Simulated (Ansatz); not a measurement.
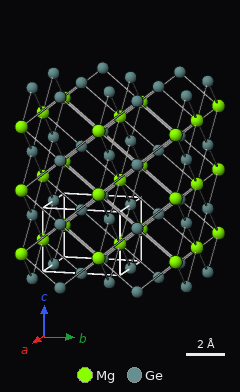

Solid MgGe2 (a generated structure, set up in P4/mmm), before the relaxation. The picture is a ball-and-stick view of the cell of the calculation, repeated 2 × 2 × 3 with one cell outlined, seen slightly off an axis.

These are results of Ansatz, DFT PBE, scalar-relativistic, plane waves, PAW, not measurements.

Input file:
```yaml
crystal:
  lattice:
    - [4.3223173854, 0.0, 0.0]
    - [0.0, 4.3223173854, 0.0]
    - [0.0, 0.0, 3.4976144245]
  atoms:
    - { symbol: Mg, position: [0.0, 0.0, 0.5] }
    - { symbol: Ge, position: [0.0, 0.5, 0.0] }
    - { symbol: Ge, position: [0.5, 0.0, 0.0] }
basis:
  ecutwfc: 420
kpoints:
  mp_grid: { grid: [12, 12, 14] }
hamiltonian:
  xc: pbe
scf:
  occupations: { method: gaussian, width: 0.1 }
output:
  forces: true
  stress: true
  eigenvalues: true
relax:
  adjacent_minimum: "off"
  f_tol: 0.01
  max_steps: 80
  cell: { stress_tol: 0.05 }
```

Launched with:
```bash
ansatz run input.yaml --threads 1 --pin off --max-ram 2048MiB --backend cpu --events-out ev --progress --plain --runs-dir out
```

Where does the relaxation end?

Answer. After 9 accepted moves (11 points after the start) the energy has fallen by 133 meV per atom. All forces vanish by symmetry, so only the cell relaxes. Pressure: −0.06 GPa at the start and 0.02 GPa at the end. At 2 points the geometry stayed and the basis and grid were re-selected for the new cell (energy shift of 9.6 meV per atom at most each time). No atom moves by more than 0.005 Å relative to the cell. The volume changes by −2.3 %, with a = b 4.322 → 3.852 Å (−10.9 %), c 3.498 → 4.304 Å (+23.0 %). Near-neighbour distances that change, for instance: Ge2–Ge3 3.056 → 2.724 Å, Mg1–Ge2 2.780 → 2.888 Å. Among the angles between lasting bonds that change: Mg1–Ge3–Mg1 102.0° → 83.7°, Mg1–Ge3–Mg1 78.0° → 96.3°. The space group stays P4/mmm (No. 123). Cost: 3.7 min on 1 thread of Arm Neoverse V1 (shared host), peak memory 0.53 GiB.

Final geometry:

```
CELL_PARAMETERS angstrom
3.85231 0.00000 0.00000
0.00000 3.85231 0.00000
0.00000 0.00000 4.30354
ATOMIC_POSITIONS crystal
Mg 0.00000 0.00000 0.50000
Ge 0.00000 0.50000 0.00000
Ge 0.50000 0.00000 0.00000
```

After the run, drawn alike:

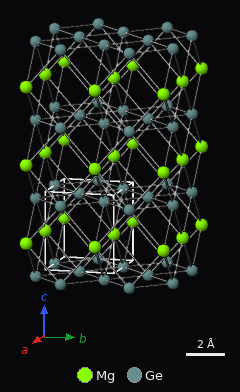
